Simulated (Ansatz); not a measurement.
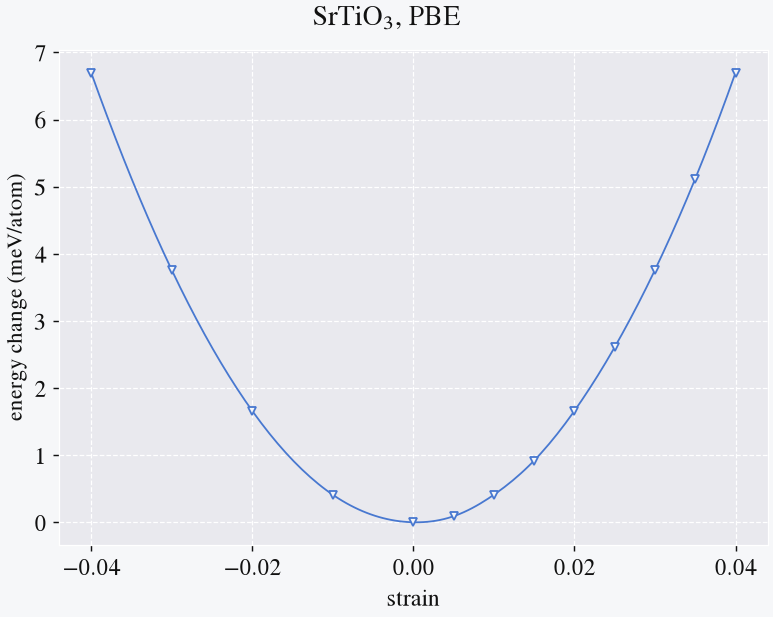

The plot gives the computed energy change against strain for SrTiO₃, space group Pm-3m (No. 221).

The given structure:
```
CELL_PARAMETERS angstrom
3.93640 0.00000 0.00000
0.00000 3.93640 0.00000
0.00000 0.00000 3.93640
ATOMIC_POSITIONS crystal
Sr 0.00000 0.00000 0.00000
Ti 0.50000 0.50000 0.50000
O 0.00000 0.50000 0.50000
O 0.50000 0.00000 0.50000
O 0.50000 0.50000 0.00000
```

Computed with Ansatz 0.2.0: homogeneous strain of a crystal along one Voigt pattern with engineering shear, fractional coordinates fixed, by plane-wave density functional theory with PAW datasets, free energies less that of the undisturbed cell, pressure positive in compression; scalar-relativistic. Level: PBE, no spin polarisation.

wave cutoff 420 eV; k mesh 8×8×8; occupations Gaussian; smearing width 0.05 eV; k shift (0, 0, 0) (mesh steps); start relaxed; strain pattern (0, 0, 0, 1, 0, 0) (xx yy zz yz xz xy with engineering shear).

The points at strain −0.03, −0.01, 0.02 and 0.04 follow from computed ones by symmetry.

From this curve and the settings, what does the calculation give for the tensile stress summed over the strain pattern, pressure and gap on the k mesh at the same points?

The tensile stress summed over the strain pattern rises from −4.409 GPa at strain −0.040 to 4.409 GPa at 0.040, and changes sign near 0.000. The pressure goes from 0.129 GPa at strain −0.040 to 0.129 GPa at 0.040, not monotonically, with a low of 0.008 GPa at 0.000. The gap on the k mesh stays open and runs from 1.746 eV at strain −0.040 to 1.746 eV at 0.040, with its largest value, 1.842 eV, at 0.000.

```
strain  tensile stress summed over the strain pattern (GPa)  pressure (GPa)  gap on the k mesh (eV)
-0.040                                               -4.409           0.129                   1.746
-0.030                                               -3.302           0.076                   1.771
-0.020                                               -2.199           0.038                   1.795
-0.010                                               -1.099           0.016                   1.819
 0.000                                                0.000           0.008                   1.842
 0.005                                                0.549           0.010                   1.830
 0.010                                                1.099           0.016                   1.819
 0.015                                                1.649           0.025                   1.807
 0.020                                                2.199           0.038                   1.795
 0.025                                                2.750           0.055                   1.783
 0.030                                                3.302           0.076                   1.771
 0.035                                                3.855           0.101                   1.759
 0.040                                                4.409           0.129                   1.746
```
